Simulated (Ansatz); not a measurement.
K

The calculation's input:

```
crystal:
  lattice:
    - [4.5127096246, 0.0, 0.0]
    - [-2.2563548123, 3.9081211748, 0.0]
    - [0.0, 0.0, 7.3804684519]
  atoms:
    - { symbol: K, position: [0.3333333333, 0.6666666667, 0.25] }
    - { symbol: K, position: [0.6666666667, 0.3333333333, 0.75] }
basis:
  ecutwfc: 420
kpoints:
  mp_grid: { grid: [12, 12, 6] }
hamiltonian:
  xc: pbe
  dispersion: d3bj
scf:
  occupations: { method: gaussian, width: 0.1 }
output:
  forces: true
  stress: true
  eigenvalues: true
  write_density: true
  write_potential: true
  elf: true
  volumetric_format: npy
relax:
  adjacent_minimum: "off"
  f_tol: 0.01
  max_steps: 30
  cell: { stress_tol: 0.1, fix: [volume] }
```

Launched as:

```sh
ansatz run input.yaml --threads 1 --pin off --max-ram 2560MiB --backend cpu --events-out ev --progress --plain --runs-dir out
```

Below, planes, directions and counts refer to the conventional cell (a = 4.51 Å, b = 4.51 Å, c = 7.38 Å, α = 90.00°, β = 90.00°, γ = 120.00°).

The fields are those of the relaxed geometry.

Space group P6₃/mmc; a structure from a database of computed crystals, not necessarily the ambient phase; changed on purpose from its base cell (volume × 0.94, shape and atoms relaxed).

Level of theory: Ansatz 0.2.0, DFT PBE+D3(BJ), scalar-relativistic, plane waves, PAW.

### What can the converged valence pseudo-density and electron localisation function tell about the bonding?

K–K (4.51 Å): ρ is about 0.02 e/Å³ halfway; the ELF is about 0.25 at the midpoint: no shared electron pair shows on this line.

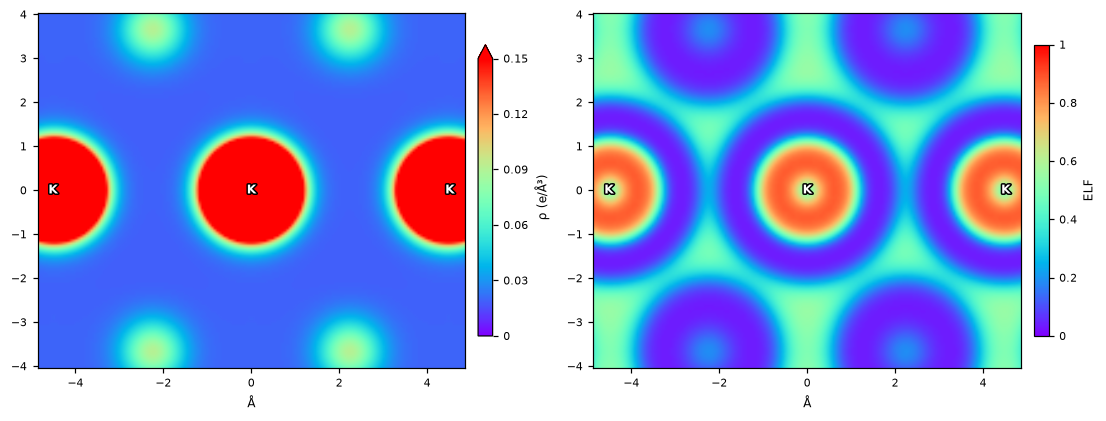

Computed valence pseudo-density and electron localisation function on the (100) plane of the conventional cell, in this order. 

In a PAW calculation such maps are meaningful between the atoms, not at the nuclei.
